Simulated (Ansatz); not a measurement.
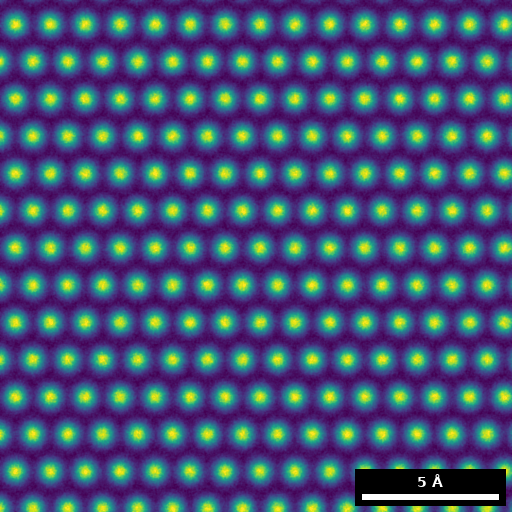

Dark-field STEM-like image of a crystal. Simulation: incoherent imaging, intensity Z^1.7 per atom, probe width 0.60 Å, thin sample. The display is stretched by a gamma of 0.8; percentages refer to the linear signal. Shot noise was added.

> What two-dimensional lattice does the image show, and how large is its cell?

The pattern repeats on a centred rectangular net of 1.3 × 2.8 Å.

> Which plane group does this projection have?

c2mm: perpendicular mirror lines on a centred net, with further twofold points between them.

> How many columns does the smallest repeating cell hold, and how many levels of brightness?

1 column in the primitive cell of 1.8 Å², all of one brightness.

The crystal is Zn (P6/mmm, No. 191) seen along [201]. Structure used: the input geometry of a calculation; the starting structure was generated, so it need not be a known form of this composition.
